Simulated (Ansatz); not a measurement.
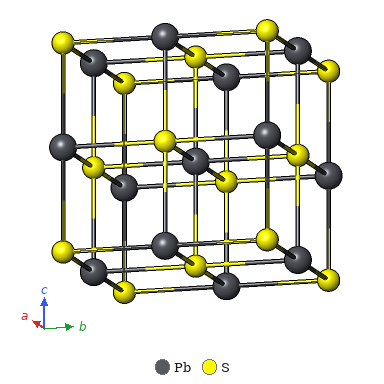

Ball-and-stick drawing of the structure, looking from a general direction. One conventional unit cell is framed, with atoms on its boundary repeated.

The box has a = 6.009 Å, b = 6.009 Å, c = 6.009 Å, α = 90.00°, β = 90.00°, γ = 90.00°.

Find the formula by counting the atoms in the cell.

Answer. PbS. The cell holds 4 Pb, 4 S, counting shared atoms by their share.

Lattice type?

Answer. Face-centred cubic.

Space group?

Answer. Fm-3m (No. 225), with Pb on 4b and S on 4a.

Which prototype does it follow?

Answer. Rock salt (NaCl type).

Give the coordination environment of Pb.

Answer. Each Pb has six S in an octahedral arrangement at about 3.0 Å.

Is the bonded network molecular, chain-like, layered or three-dimensional?

Answer. The bonds build a three-dimensional framework.

The initial geometry was a structure type known for this compound. The cell was then strained or its atoms displaced on purpose. It went into a calculation with Ansatz.
